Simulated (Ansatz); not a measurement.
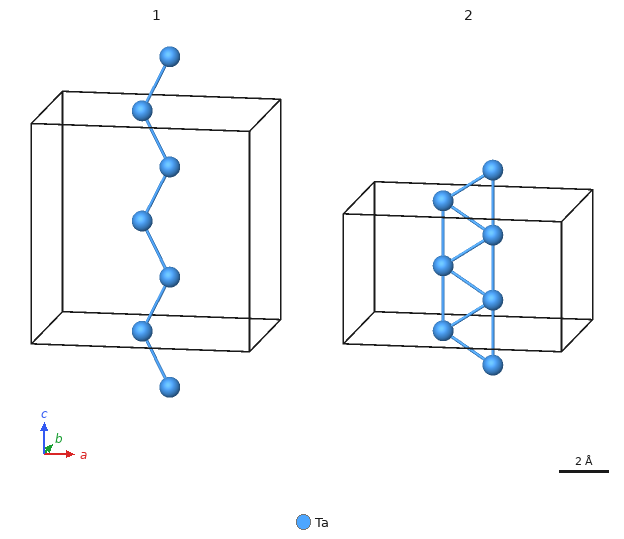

Two geometries of a wire of composition Ta, drawn at one scale. One is the start of a relaxation, the other its converged end. The picture is a ball-and-stick view of the 2 repeat of the cell, with the vacuum cut short, seen slightly off an axis.

Computed with DFT PBE, scalar-relativistic, plane waves, PAW in Ansatz. (plane-wave cutoff 420 eV; k-point mesh 1 × 1 × 14; occupations gaussian; smearing width 0.05 eV; collinear spin; cell relaxed at fixed a, b, alpha, beta, gamma; force threshold 0.01 eV/Å; at most 45 steps)

**Which of the two is the end point?**

Structure 2 is the relaxed one. Case: zigzag chain of atoms. The energy falls by 3.624 eV per cell of the calculation in 15 accepted moves (17 points after the start). Largest force component: 1.4 eV/Å at the start, 0.0014 eV/Å at the end. The line search rejected the trial step at point 12 of the run. At 1 point the geometry stayed and the basis and grid were re-selected for the new cell (energy shift of 1.0 meV per cell of the calculation at most each time). The largest moves relative to the layer's centre, 0.47 Å, are those of Ta atoms. Along the periodic axis the drawn cell goes c 9.312 → 5.493 Å (−41.0 %). Near-neighbour distances that change, for instance: Ta–Ta 4.656 → 2.747 Å, Ta–Ta 2.603 → 2.506 Å. New bonds form: Ta–Ta (4.66 → 2.75 Å). Bond angles that change, for instance: Ta–Ta–Ta 126.9° → 66.5°. The program noted that the starting moments weren't kept.

Limits of the set-up: the k-point mesh is coarse for a cell with partly filled bands.
